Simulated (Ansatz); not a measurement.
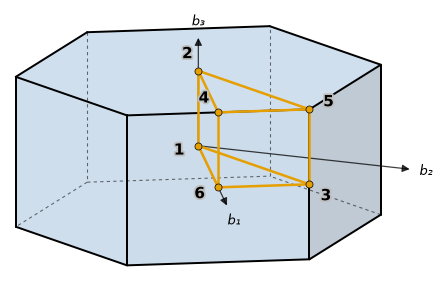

The first Brillouin zone of a primitive hexagonal lattice (hP; extended symbol hP2) is drawn with its special points numbered. Crystal: Mo, the geometry relaxed with DFT, RPBE, plane waves (420 eV) with PAW, scalar-relativistic (Ansatz 0.2.0); the starting structure was generated, so it need not be a known form of this composition. Symmetry computed with spglib at a tolerance of 0.002 Å; standard conventional cell.

a = 2.771 Å, b = 2.771 Å, c = 4.918 Å, α = 90.00°, β = 90.00°, γ = 120.00°.

Labels and path follow the convention of Hinuma et al. (2017), as computed by seekpath; the arrows show the directions of the reciprocal primitive vectors b₁, b₂, b₃, in which coordinates are given.

> Which special point is each number?

```json
{"no.": "1", "label": "Γ", "coordinates": "(0, 0, 0)"}
{"no.": "2", "label": "A", "coordinates": "(0, 0, 1/2)"}
{"no.": "3", "label": "K", "coordinates": "(1/3, 1/3, 0)"}
{"no.": "4", "label": "L", "coordinates": "(1/2, 0, 1/2)"}
{"no.": "5", "label": "H", "coordinates": "(1/3, 1/3, 1/2)"}
{"no.": "6", "label": "M", "coordinates": "(1/2, 0, 0)"}
```
